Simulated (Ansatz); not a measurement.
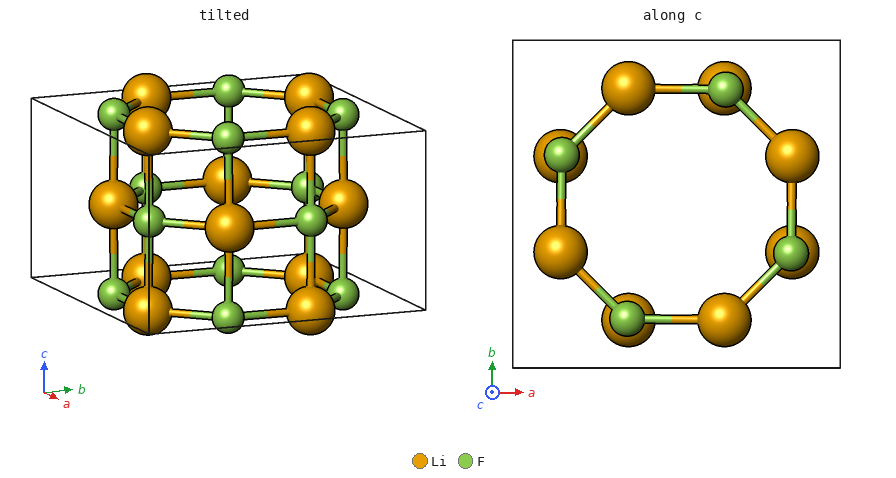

The crystal in a ball-and-stick representation, seen slightly off an axis and along the c axis. Lines trace the edges of the conventional unit cell. Cell: a = 6.62 Å, b = 6.62 Å, c = 4.04 Å, α = 90.00°, β = 90.00°, γ = 90.00°.

It goes back to a structure type filled with these elements by a generator (whether the compound takes this form wasn't checked). Earlier steps of the study may have refined or changed the cell and positions. An electronic-structure calculation with Ansatz was run on it.

Summary of the structure:

Answer. The structure is one of LiF. It takes space group I4/mcm (No. 140) on a body-centred tetragonal lattice. The cell holds 16 atoms (8 Li, 8 F), Z = 8. Li is linked to five F at about 1.9 to 2.0 Å. Each F has five Li at about 1.9 to 2.0 Å. The bonds build a three-dimensional framework.

All computed values are from DFT PBE, scalar-relativistic, plane waves, PAW in Ansatz. Settings: wavefunction cutoff 420 eV, k-points about 0.23 Å⁻¹ apart, Gaussian smearing of 0.02 eV, no spin polarisation.

Metal, semiconductor or insulator?

Answer. An insulator at this level, with a gap of 6.91 eV, direct.

What are the atomic charges by Bader's partition?

Answer. Li +0.90 e; F -0.90 e.

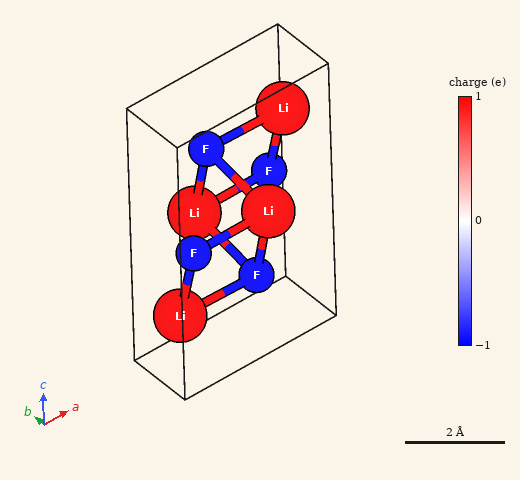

The atoms coloured by those charges. The run's cell of 8 atoms is drawn in a reduced setting, so axes and origin can differ from the first picture.

Do the forces and the stress vanish for this geometry?

Answer. Yes. All forces vanish to within 0.01 eV/Å. The pressure is 0.0 GPa, close to zero.
